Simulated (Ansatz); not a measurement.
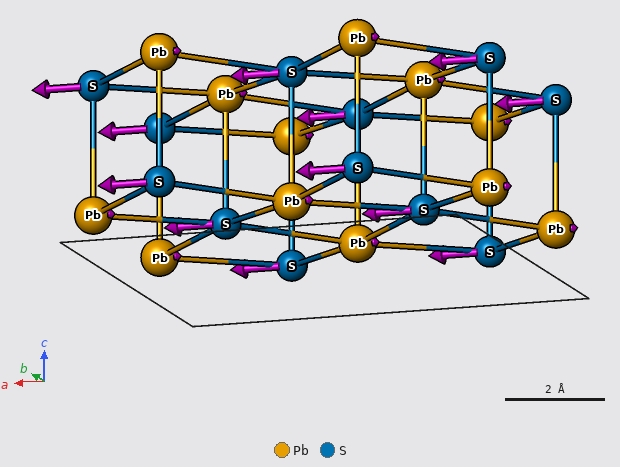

One vibrational mode of a free-standing layer of PbS (a generated structure) at the zone centre. Displacements are drawn as purple arrows; their common scale and sign are arbitrary. Style: ball-and-stick. Shown: the 2 × 2 repeat of the cell, outlined in the plane, without the vacuum, from a free direction.

These are results of DFT PBE, scalar-relativistic, plane waves, PAW in Ansatz 0.2.0, not measurements. (plane-wave cutoff 420 eV; k-point mesh 6 × 6 × 1; occupations fixed; no spin polarisation)

Frequencies are those without the non-analytic (LO–TO) term.

Question: Give the symmetry, activity and frequency of this mode.

Answer: This is the E_u mode (doubly degenerate; one member of the set is drawn) at 35 cm⁻¹, optical level 2 of 6, counted from below, infrared-active by symmetry. The S sublattice moves against the Pb sublattice, along a of the drawn cell; the kinetic energy is shared as S 87 %, Pb 13 %.
